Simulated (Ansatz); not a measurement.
## Run report: TaN, single-point calculation (part 1 of 2)

TaN (P6₃mc, 48 atoms in the cell), computed with DFT PBE, scalar-relativistic, plane waves, PAW, no spin polarisation (Ansatz 0.2.0).

The structure derives from an entry of the Crystallography Open Database.

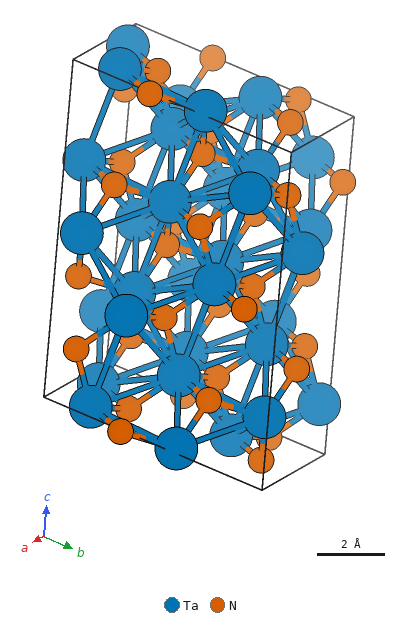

*The input geometry (ball-and-stick view of the cell of the calculation, seen slightly off an axis). An atom can appear more than once, as a periodic image.*

## Key numbers

```tsv
quantity	value
outcome	converged
space group (tolerance 0.01 Å)	P6₃mc (186)
electrons treated	432
free energy	−247559.0179 eV
Fermi energy	22.657 eV
gap on the k-point mesh	none (metallic)
largest force (length of the vector)	2.555 eV/Å
hardware	8 threads of Arm Neoverse V1, 24 GiB of memory available, shared host
wall time	6.3 s (CPU time 45 s)
peak memory	2.9 GiB
```

The program warns: the structure was made exactly symmetric. Spin–orbit coupling is left out, which matters for Ta.

## Input file
```yaml
crystal:
  lattice:
    - [-4.575, 2.641377, 4.94]
    - [4.575, -2.641377, 4.94]
    - [4.575, 7.924132, -4.94]
  atoms:
    - { symbol: Ta, position: [0.166666, 0.0, 0.166667] }
    - { symbol: Ta, position: [0.666666, 0.5, 0.166667] }
    - { symbol: Ta, position: [0.5, 0.833334, 0.333333] }
    - { symbol: Ta, position: [0.0, 0.333334, 0.333333] }
    - { symbol: Ta, position: [0.833333, 0.666667, 0.5] }
    - { symbol: Ta, position: [0.333333, 0.166667, 0.5] }
    - { symbol: Ta, position: [0.166666, 0.5, 0.666667] }
    - { symbol: Ta, position: [0.666666, 0.0, 0.666667] }
    - { symbol: Ta, position: [0.5, 0.333334, 0.833333] }
    - { symbol: Ta, position: [0.0, 0.833334, 0.833333] }
    - { symbol: Ta, position: [0.833333, 0.166667, 0.0] }
    - { symbol: Ta, position: [0.333333, 0.666667, 0.0] }
    - { symbol: Ta, position: [0.25, 0.416666, 0.166667] }
    - { symbol: Ta, position: [0.75, 0.916666, 0.166667] }
    - { symbol: Ta, position: [0.583334, 0.25, 0.333333] }
    - { symbol: Ta, position: [0.083334, 0.75, 0.333333] }
    - { symbol: Ta, position: [0.916667, 0.083333, 0.5] }
    - { symbol: Ta, position: [0.416667, 0.583333, 0.5] }
    - { symbol: Ta, position: [0.25, 0.916666, 0.666667] }
    - { symbol: Ta, position: [0.75, 0.416666, 0.666667] }
    - { symbol: Ta, position: [0.583334, 0.75, 0.833333] }
    - { symbol: Ta, position: [0.083334, 0.25, 0.833333] }
    - { symbol: Ta, position: [0.916667, 0.583333, 0.0] }
    - { symbol: Ta, position: [0.416667, 0.083333, 0.0] }
    - { symbol: "N", position: [0.359166, 0.1925, 0.166667] }
    - { symbol: "N", position: [0.859166, 0.6925, 0.166667] }
    - { symbol: "N", position: [0.6925, 0.025834, 0.333333] }
    - { symbol: "N", position: [0.1925, 0.525834, 0.333333] }
    - { symbol: "N", position: [0.025833, 0.859167, 0.5] }
    - { symbol: "N", position: [0.525833, 0.359167, 0.5] }
    - { symbol: "N", position: [0.359166, 0.6925, 0.666667] }
    - { symbol: "N", position: [0.859166, 0.1925, 0.666667] }
    - { symbol: "N", position: [0.6925, 0.525834, 0.833333] }
    - { symbol: "N", position: [0.1925, 0.025834, 0.833333] }
    - { symbol: "N", position: [0.025833, 0.359167, 0.0] }
    - { symbol: "N", position: [0.525833, 0.859167, 0.0] }
    - { symbol: "N", position: [0.4425, 0.609166, 0.166667] }
    - { symbol: "N", position: [0.9425, 0.109166, 0.166667] }
    - { symbol: "N", position: [0.775834, 0.4425, 0.333333] }
    - { symbol: "N", position: [0.275834, 0.9425, 0.333333] }
    - { symbol: "N", position: [0.109167, 0.275833, 0.5] }
    - { symbol: "N", position: [0.609167, 0.775833, 0.5] }
    - { symbol: "N", position: [0.4425, 0.109166, 0.666667] }
    - { symbol: "N", position: [0.9425, 0.609166, 0.666667] }
    - { symbol: "N", position: [0.775834, 0.9425, 0.833333] }
    - { symbol: "N", position: [0.275834, 0.4425, 0.833333] }
    - { symbol: "N", position: [0.109167, 0.775833, 0.0] }
    - { symbol: "N", position: [0.609167, 0.275833, 0.0] }
basis:
  ecutwfc: 420
  fft_grid_basis: typed
kpoints:
  mp_grid: { grid: [2, 2, 2] }
hamiltonian:
  xc: pbe
  pseudopotentials: { kind: paw }
scf:
  occupations: { method: gaussian, width: 0.05 }
output:
  forces: true
  stress: false
  eigenvalues: true
  bader: false
  write_density: true
  volumetric_format: npy
```

Launched with:
```bash
ansatz run input.yaml --threads 8 --pin off --max-ram 16384MiB --backend cpu --events-out ev --progress --plain --runs-dir out
```

## What the program printed
```
Warning: the atoms were moved onto the symmetric positions of the space group found under crystal.symmetry.tolerance 1.0e-5 (fractional; no operation is sought that the atoms, as they stand in a round, miss by more than twice it, and no atom is moved by as much as it), and the run uses the moved positions. Before a round's move an operation carried an atom to 1.16e-5 Å from where it should land, the largest such distance. Atom 0 (counting from 0) moved farthest, by 5.81e-6 Å; the longest move in fractions of the cell, of whichever atom, is 0.05 of the tolerance, in 1 round. To run the atoms as typed, lower crystal.symmetry.tolerance until the operations that they miss are no longer found, or set crystal.symmetry.detect: false (a key that needs symmetry detection or time reversal refuses this as the deck is read). The positions used, in the order of the run's atom list: position: [0.1666663333333333, 3.333333333592358e-7, 0.16666666666666666]; position: [0.6666663333333334, 0.5000003333333334, 0.16666666666666666]; position: [0.4999996666666667, 0.8333336666666666, 0.33333333333333337]; position: [-3.3333333335061336e-7, 0.3333336666666667, 0.33333333333333337]; position: [0.833333, 0.666667, 0.5]; position: [0.333333, 0.166667, 0.5]; position: [0.1666663333333333, 0.5000003333333334, 0.6666666666666666]; position: [0.6666663333333334, 3.333333333592358e-7, 0.6666666666666666]; position: [0.4999996666666667, 0.3333336666666667, 0.8333333333333334]; position: [-3.3333333335061336e-7, 0.8333336666666666, 0.8333333333333334]; position: [0.833333, 0.166667, 0.0]; position: [0.333333, 0.666667, 0.0]; position: [0.2500003333333334, 0.4166663333333333, 0.16666666666666666]; position: [0.7500003333333334, 0.9166663333333334, 0.16666666666666666]; position: [0.5833336666666666, 0.24999966666666665, 0.33333333333333337]; position: [0.08333366666666668, 0.7499996666666666, 0.33333333333333337]; position: [0.916667, 0.083333, 0.5]; position: [0.416667, 0.583333, 0.5]; position: [0.2500003333333334, 0.9166663333333334, 0.6666666666666666]; position: [0.7500003333333334, 0.4166663333333333, 0.6666666666666666]; position: [0.5833336666666666, 0.7499996666666666, 0.8333333333333334]; position: [0.08333366666666668, 0.24999966666666665, 0.8333333333333334]; position: [0.916667, 0.583333, 0.0]; position: [0.416667, 0.083333, 0.0]; position: [0.35916633333333337, 0.1925003333333333, 0.16666666666666666]; position: [0.8591663333333334, 0.6925003333333333, 0.16666666666666666]; position: [0.6924996666666666, 0.02583366666666671, 0.33333333333333337]; position: [0.19249966666666662, 0.5258336666666666, 0.33333333333333337]; position: [0.025833, 0.859167, 0.5]; position: [0.525833, 0.359167, 0.5]; position: [0.35916633333333337, 0.6925003333333333, 0.6666666666666666]; position: [0.8591663333333334, 0.1925003333333333, 0.6666666666666666]; position: [0.6924996666666666, 0.5258336666666666, 0.8333333333333334]; position: [0.19249966666666662, 0.02583366666666671, 0.8333333333333334]; position: [0.025833, 0.359167, 0.0]; position: [0.525833, 0.859167, 0.0]; position: [0.44250033333333333, 0.6091663333333334, 0.16666666666666666]; position: [0.9425003333333334, 0.10916633333333335, 0.16666666666666666]; position: [0.7758336666666666, 0.4424996666666666, 0.33333333333333337]; position: [0.2758336666666667, 0.9424996666666666, 0.33333333333333337]; position: [0.109167, 0.275833, 0.5]; position: [0.609167, 0.775833, 0.5]; position: [0.44250033333333333, 0.10916633333333335, 0.6666666666666666]; position: [0.9425003333333334, 0.6091663333333334, 0.6666666666666666]; position: [0.7758336666666666, 0.9424996666666666, 0.8333333333333334]; position: [0.2758336666666667, 0.4424996666666666, 0.8333333333333334]; position: [0.109167, 0.775833, 0.0]; position: [0.609167, 0.275833, 0.0]; The lattice was moved too: crystal.lattice keeps the space group found at crystal.symmetry.tolerance 1.0e-5 only nearly: the operation that it misses by the most changes a squared length by the fraction 2.06e-7. The run uses the lattice that is a stretch of the typed one, with no rotation, onto the one that keeps every operation to a double's rounding (on a very oblique basis the stretch itself rounds by more); the deck's lattice vector that moved farthest moved by 4.72e-7 Å. To run the lattice as typed, set crystal.symmetry.tolerance under 2.06e-7, the least fraction by which an operation that the lattice misses changes a squared length (the same key also sets how far an atom may lie from its image, so lowering it can lose operations that the atoms keep only within it), or set crystal.symmetry.detect: false, as for the atoms. crystal.lattice made exact, in Å and degrees: [[-4.574999863654761, 2.6413772361569103, 4.94], [4.574999863654761, -2.6413772361569103, 4.94], [4.574999590964243, 7.924132236156904, -4.94]]. Pasted over the deck's crystal.lattice, beside positions in fractional coordinates, it runs the same cell (given as lengths and angles, that cell in the form's own orientation, a rigid turn of the misfit's size from the one run here, for which a checkpoint.post_process_only pass over this run's state can be refused: where this run relaxes nothing, give such a pass this deck's own crystal.lattice, as typed; behind a relaxation, as crystal.lattice, the state's own cell, identity.cell in its checkpoint.json), and a matrix so pasted ends this notice, except on a very skew basis of the lattice, where the rounding of the pasted numbers themselves can read as a misfit: the cell is then moved again, and that move is told again. The lattice as run is in this notice's lattice.as_run_ang field (Run.prep()["deck_notices"] in Python, the deck_notice line of an events file, deck_notices of ansatz run --dry-run=json, or deck_notices in record.json in the deck's checkpoint.write directory).
Engine: ansatz 0.2.0, aarch64-unknown-linux-gnu
Pseudopotentials: kind: paw
Pseudopotential: Ta, paw, valence charge 13, recommended cutoff 420 eV (normal), Ta.paw.azcp
Pseudopotential: N, paw, valence charge 5, recommended cutoff 420 eV (normal), N.paw.azcp
Functional definition: PBE
  parameter kappa = 0.804
  parameter beta = 0.06672455060314922
  exchange = pbe_x(kappa = kappa, mu = beta*pi^2/3)
  correlation = pbe_c(beta = beta)
Crystal: 48 atoms, lattice volume = 477.572 Å³
Basis set: ecut = 420 eV, 9363 PW (Γ), exchange–correlation on 100×100×144 points (8 copies of the dense FFT grid, shifted against one another)
Bands: 264, of which v1, the nominal top of the filled ones, is band 216 counted from 1 (215 counted from 0)
Symmetry: 48 space group operations
Space group: P63mc (ITA 186), of the structure as read, at distance tolerance 7.8e-5 Å
k-points: 5 of 8
Non-local potential: Ta, projectors of the file, l = 0: 3, l = 1: 2, l = 2: 2, l = 3: 1
Non-local potential: N, projectors of the file, l = 0: 2, l = 1: 2, l = 2: 1
PAW form: soft (Blöchl's): semilocal exchange-correlation on the pseudo side does not see the compensation charge
PAW one-centre angular grid: Ta, 590 points (default); XC on 64 Gauss nodes
PAW one-centre angular grid: N, 110 points (default); XC on 64 Gauss nodes
Initial density: superposition of atomic densities (neutral atoms: chi_scale 0, normalization atom), corrected by the library's trained network
Initial wavefunctions: pseudopotential atomic-orbital guess
Functional: x = pbe(κ = 0.804, μ = 0.2195149727645171), c = pbe(β = 0.06672455060314922)
SCF iter   1: F=—  HF=-247559.778827 eV  |F-HF|=—  |Δ(HF+E_count)|=         —  Δρ=2.53e-2  dr2=2.88e0  ethr=1.77e-3  ⟨swp⟩=5.6  Hψ=5212  notcnv=0  defer=33
preconditioner: auto → Resta (q_TF=auto, 2.683 Å⁻¹)  ε∞=7.7  [insulator: Δε(μ)=0.421 eV  Ē_g=10.166 eV  σ=0.050 eV  W_gap=0.69  n_scr=154 (ndim 8)  ℏωp=26.3 eV  f_vac=0.000  D(μ)=40.97/eV (n_scr^D=510)  ε∞_Penn≈7.7]
SCF iter   2: F=—  HF=-247559.112151 eV  |F-HF|=—  |Δ(HF+E_count)|=   6.67e-1  Δρ=9.66e-3  dr2=4.18e-1  ethr=6.68e-4  ⟨swp⟩=2.0  Hψ=1965  notcnv=0  defer=176
SCF iter   3: F=—  HF=-247559.018628 eV  |F-HF|=—  |Δ(HF+E_count)|=   9.35e-2  Δρ=2.25e-3  dr2=1.44e-2  ethr=9.69e-5  ⟨swp⟩=2.0  Hψ=1761  notcnv=0  defer=196
SCF iter   4: F=—  HF=-247559.017972 eV  |F-HF|=—  |Δ(HF+E_count)|=   6.56e-4  Δρ=2.46e-4  dr2=2.00e-4  ethr=3.33e-6  ⟨swp⟩=2.0  Hψ=1599  notcnv=0  defer=126
automatic band count: iteration 4 solves 250 bands in place of 264: the levels show a gap, and the empty bands left out lie too high to hold charge; the band table lists the bands solved (type scf.n_extra_bands for more)
SCF iter   5: F=—  HF=-247559.017815 eV  |F-HF|=—  |Δ(HF+E_count)|=   1.57e-4  Δρ=4.57e-5  dr2=6.26e-6  ethr=4.62e-8  ⟨swp⟩=2.2  Hψ=2065  notcnv=0  defer=126
SCF iter   6: F=—  HF=-247559.017926 eV  |F-HF|=—  |Δ(HF+E_count)|=   1.11e-4  Δρ=6.94e-6  dr2=1.45e-7  ethr=1.45e-9  ⟨swp⟩=2.0  Hψ=1579  notcnv=0  defer=126
SCF iter   7: F=-247559.017926 eV  HF=-247559.017926 eV  |F-HF|=9.60e-10  |Δ(HF+E_count)|=   6.38e-8  Δρ=1.27e-6  dr2=5.55e-9  ethr=2.31e-11  ⟨swp⟩=10.2  Hψ=5056  notcnv=0
SCF 1 converged in 7 iterations: F = -247559.017926 eV  dr2 = 5.55e-9
  greatest PAW one-centre occupation: 1.000 electrons in one spin orbital (limit 2), on the Ta atom at site 23 (counted from 0), in its partial waves of l = 0
```

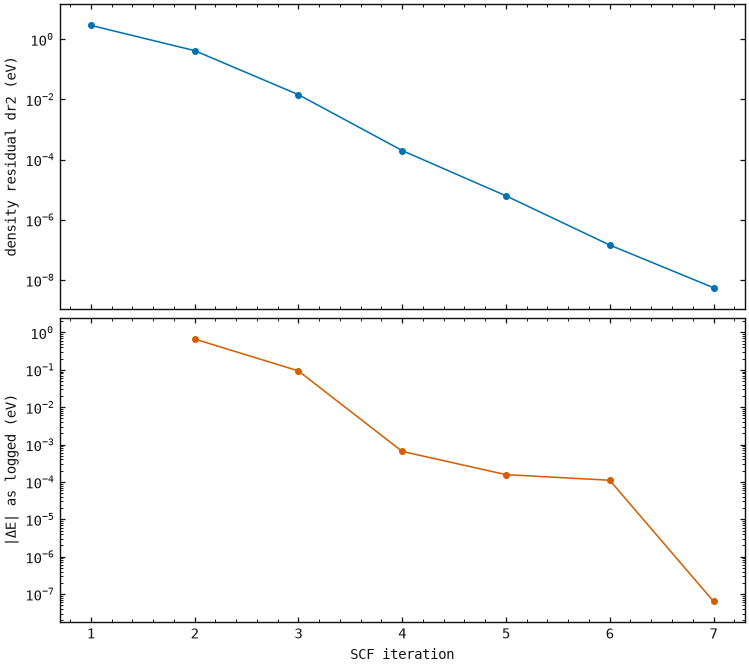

*Convergence of the self-consistent field: density residual dr2 and size of the energy change against the SCF iteration.*

The residual falls at every step.

```
SCF converged after 7 iterations
Free energy (F): -247559.017926 eV
Harris-Foulkes:  -247559.017926 eV  (|F-HF|=9.60e-10)
Internal energy: -247558.964515 eV  (E = F + TS)
E sigma→0 (E₀):  -247558.991221 eV
Entropy (-TS):   -0.053411 eV (-1.113 meV/atom)
Fermi energy:    22.657307 eV
--- Per-component energies (eV) ---
  E_band       = -562.777387
  E_kinetic    = 12526.624051
  E_local      = -16149.017891  (includes V_loc(G=0)·N_el)
  E_nonlocal   = 1610.375189
  E_hartree    = 5843.990258
  E_xc         = -6832.613497
  E_vxc        = -6925.330138  (∫ρ·V_xc dr)
  E_paw        = -204690.552017  (= ΣΔE_a)
  E_vpaw       = -3313.412478  (= ΣTr[D̂ρ^β])
  E_aug_tail   = 0.007300  (compensation charges beyond the density's cutoff)
  E_ewald      = -39867.777908
  E_smearing   = -0.053411  (= −TS)
  E_closure    = 0.000000  (closes the sum)
  Σ components = -247559.017926   (vs F -247559.017926, Δ=0.00e0)
--- Forces (eV/Å), atoms counted from 1 ---
  atom   1  Ta     0.21065047    -0.12161910     2.54307569
  atom   2  Ta     0.21065047    -0.12161910     2.54307569
  atom   3  Ta     0.21065047    -0.12161910     2.54307569
  atom   4  Ta     0.21065047    -0.12161910     2.54307569
  atom   5  Ta     0.21065047    -0.12161910     2.54307569
  atom   6  Ta     0.21065047    -0.12161910     2.54307569
  atom   7  Ta     0.21065047    -0.12161910     2.54307569
  atom   8  Ta     0.21065047    -0.12161910     2.54307569
  atom   9  Ta     0.21065047    -0.12161910     2.54307569
  atom  10  Ta     0.21065047    -0.12161910     2.54307569
  atom  11  Ta     0.21065047    -0.12161910     2.54307569
  atom  12  Ta     0.21065047    -0.12161910     2.54307569
  atom  13  Ta    -0.21065047     0.12161910     2.54307569
  atom  14  Ta    -0.21065047     0.12161910     2.54307569
  atom  15  Ta    -0.21065047     0.12161910     2.54307569
  atom  16  Ta    -0.21065047     0.12161910     2.54307569
  atom  17  Ta    -0.21065047     0.12161910     2.54307569
  atom  18  Ta    -0.21065047     0.12161910     2.54307569
  atom  19  Ta    -0.21065047     0.12161910     2.54307569
  atom  20  Ta    -0.21065047     0.12161910     2.54307569
  atom  21  Ta    -0.21065047     0.12161910     2.54307569
  atom  22  Ta    -0.21065047     0.12161910     2.54307569
  atom  23  Ta    -0.21065047     0.12161910     2.54307569
  atom  24  Ta    -0.21065047     0.12161910     2.54307569
  atom  25  N      0.08078020    -0.04663847    -2.54307112
  atom  26  N      0.08078020    -0.04663847    -2.54307112
  atom  27  N      0.08078020    -0.04663847    -2.54307112
  atom  28  N      0.08078020    -0.04663847    -2.54307112
  atom  29  N      0.08078020    -0.04663847    -2.54307112
  atom  30  N      0.08078020    -0.04663847    -2.54307112
  atom  31  N      0.08078020    -0.04663847    -2.54307112
  atom  32  N      0.08078020    -0.04663847    -2.54307112
  atom  33  N      0.08078020    -0.04663847    -2.54307112
  atom  34  N      0.08078020    -0.04663847    -2.54307112
  atom  35  N      0.08078020    -0.04663847    -2.54307112
  atom  36  N      0.08078020    -0.04663847    -2.54307112
  atom  37  N     -0.08078020     0.04663847    -2.54307112
  atom  38  N     -0.08078020     0.04663847    -2.54307112
  atom  39  N     -0.08078020     0.04663847    -2.54307112
  atom  40  N     -0.08078020     0.04663847    -2.54307112
  atom  41  N     -0.08078020     0.04663847    -2.54307112
  atom  42  N     -0.08078020     0.04663847    -2.54307112
  atom  43  N     -0.08078020     0.04663847    -2.54307112
  atom  44  N     -0.08078020     0.04663847    -2.54307112
  atom  45  N     -0.08078020     0.04663847    -2.54307112
  atom  46  N     -0.08078020     0.04663847    -2.54307112
  atom  47  N     -0.08078020     0.04663847    -2.54307112
  atom  48  N     -0.08078020     0.04663847    -2.54307112
  max |Σ_I F_I| component: 1.10e-4 eV/Å
--- Band table (eV; the first three rows and the last of 5) ---
```
